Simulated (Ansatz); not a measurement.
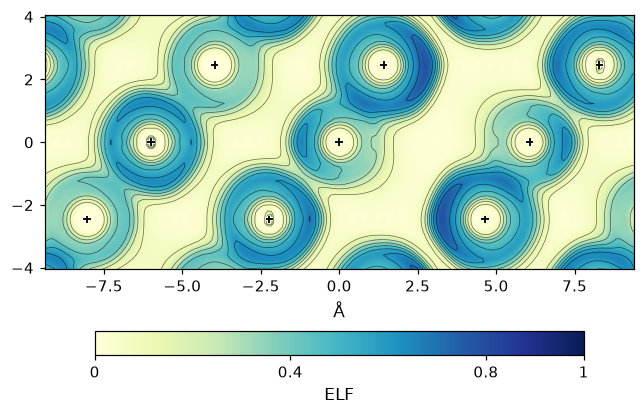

The electron localisation function on a plane through atoms (crosses mark nuclei in the plane).

These are results of DFT PBE, scalar-relativistic, plane waves, PAW in Ansatz 0.2.0, not measurements.

Candidates:
A. Ge2Sb2Te5, a = 4.26 Å, b = 4.26 Å, c = 18.07 Å, α = 90.00°, β = 90.00°, γ = 120.00°. Space group P-3m1; a structure from a database of computed crystals, not necessarily the ambient phase.
B. NbAs, a = 3.47 Å, b = 3.47 Å, c = 11.75 Å, α = 90.00°, β = 90.00°, γ = 90.00°. Space group I4₁md.

> Which system is this?

Candidate A: Ge2Sb2Te5 on the (110) plane of the conventional cell, which holds Ge, Sb and Te. Ge–Te (2.84 Å): the ELF peaks at about 0.70 in the valence shell of Te, 1.3 Å from its nucleus, and is about 0.70 at the midpoint. Sb–Te (3.19 Å): the ELF peaks at about 0.60 in the valence shell of Te, 1.3 Å from its nucleus, and is about 0.45 at the midpoint.
